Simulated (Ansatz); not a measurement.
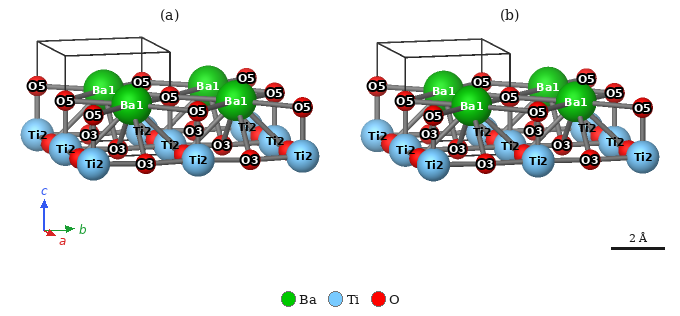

The structure of a crystal of BaTiO$_{3}$ (set up in P4mm) before (left) and after (right) a relaxation, at one scale.

A ball-and-stick model of the cell of the calculation, repeated 2 × 2 × 1 with one cell outlined, seen slightly off an axis.

Case: biaxial strain in the a-b plane of +4.5 %; c and atoms relaxed.

All numbers below come from DFT PBEsol, scalar-relativistic, plane waves, PAW (Ansatz 0.2.0).

Input file:
```yaml
crystal:
  lattice:
    - [4.1334854956, 0.0, 0.0]
    - [0.0, 4.1334854956, 0.0]
    - [0.0, 0.0, 3.9348505368]
  atoms:
    - { symbol: Ba, position: [0.5, 0.5, 0.5768251875] }
    - { symbol: Ti, position: [0.0, 0.0, 0.0856002311] }
    - { symbol: O, position: [0.0, 0.5, 0.0675449126] }
    - { symbol: O, position: [0.5, 0.0, 0.0675449126] }
    - { symbol: O, position: [0.0, 0.0, 0.5624817462] }
basis:
  ecutwfc: 420
kpoints:
  mp_grid: { grid: [8, 8, 8] }
hamiltonian:
  xc: pbesol
scf:
  occupations: { method: gaussian, width: 0.02 }
output:
  forces: true
  stress: true
  eigenvalues: true
relax:
  adjacent_minimum: "off"
  f_tol: 0.008
  max_steps: 40
  cell: { stress_tol: 0.015, fix: [a, b, gamma] }
```

Launched with:
```bash
ansatz run input.yaml --threads 1 --pin off --max-ram 2560MiB --backend cpu --events-out ev --progress --plain --runs-dir out
```

Q: Summarise the run.

A: The energy falls by 2.3 meV per atom in 8 accepted moves (11 points after the start). The largest force component goes from 0.11 to 0.00018 eV/Å. The pressure goes from −9.95 to −7.88 GPa. The line search rejected the trial step at point 6 of the run. At 2 points the geometry stayed and the basis and grid were re-selected for the new cell (energy shift of 0.6 meV per atom at most each time). Ti2 moves most relative to the cell: 0.027 Å along −c. By element the largest moves are Ti 0.027 Å, O 0.020 Å, Ba 0.010 Å. The volume changes by −1.5 %, with a = b unchanged at 4.133 Å, c 3.935 → 3.874 Å (−1.5 %). Near-neighbour distances that change, for instance: Ti2–O5 2.058 → 1.979 Å, Ba1–O3 2.879 → 2.844 Å, Ba1–Ti2 3.543 → 3.516 Å, Ti2–O5 (another image) 1.876 → 1.895 Å. Bond angles that change, for instance: O3–Ti2–O3 176.1° → 178.1°, Ti2–O3–Ti2 176.1° → 178.1°. The space group stays P4mm (No. 99). Cost: 3.7 min on 1 thread of Intel(R) Xeon(R) Platinum 8259CL CPU @ 2.50GHz (Skylake/Cascade Lake) (shared host), peak memory 0.47 GiB.
